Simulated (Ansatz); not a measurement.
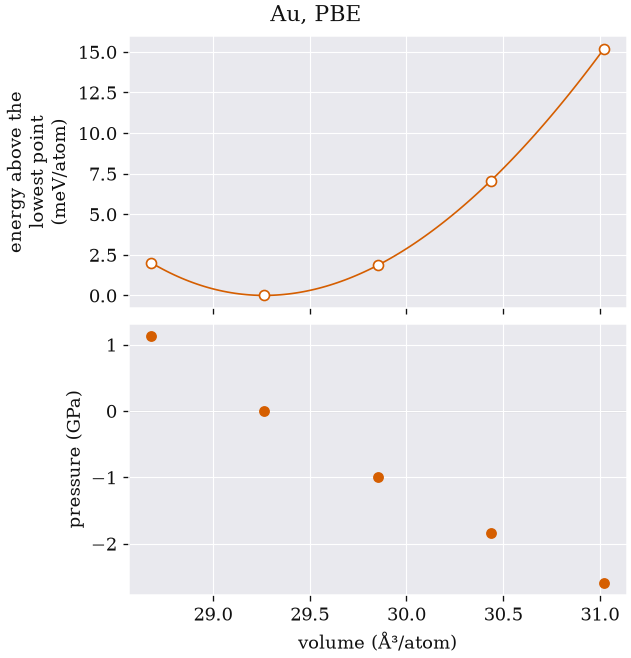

The plot gives the computed energy above the lowest point and pressure against volume for Au, space group Fd-3m (No. 227) (one of a set of cubic test structures, which need not be the stable phase).

Computed with Ansatz 0.2.0 development build: equation of state of a cubic crystal from periodic Kohn-Sham density functional theory without spin, third-order Birch-Murnaghan fit to the free energies; pressure corrected for the finite basis. Level: PBE, no spin-orbit coupling.

structure type diamond; atoms in cell 2; space group number 227; lattice centring face-centred primitive; k mesh 16×16×16; occupation method Fermi–Dirac; occupation width 0.06123 eV; wave cutoff 617 eV; datasets hand-made PAW; density tolerance 1e−09 eV; bands 23; density cutoff ratio 4; search for lower states default.

The numbers behind the figure:

| volume (Å³/atom) | energy above the lowest point (meV/atom) | pressure (GPa) |
| --- | --- | --- |
| 28.68 | 2.0 | 1.130 |
| 29.27 | 0.0 | 0.000 |
| 29.85 | 1.9 | −0.990 |
| 30.44 | 7.1 | −1.845 |
| 31.02 | 15.2 | −2.588 |

Limits of the calculation: cubic model structure, not the ambient form.
